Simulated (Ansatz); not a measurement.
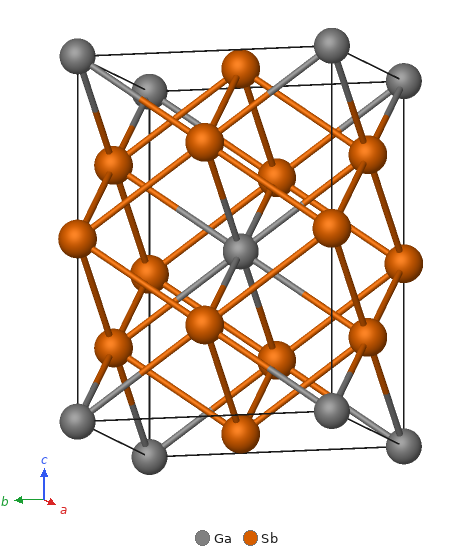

An orthographic ball-and-stick view of the structure, from a general direction. Thin lines show the conventional unit cell, with boundary atoms drawn in all their periodic places. Cell: a = 5.082 Å, b = 5.236 Å, c = 7.296 Å, α = 90.00°, β = 90.00°, γ = 90.00°.

The formula is GaSb$_{3}$. The structure has Immm (No. 71) symmetry and a body-centred orthorhombic lattice. Content of the cell: 2 Ga, 6 Sb (Z = 2). Taking every contact within bonding distance, one finds Ga 8 and Sb 8.

The initial geometry was a structure listed in the Materials Project. The cell was then strained or its atoms displaced on purpose. It was run through Ansatz as a DFT input.
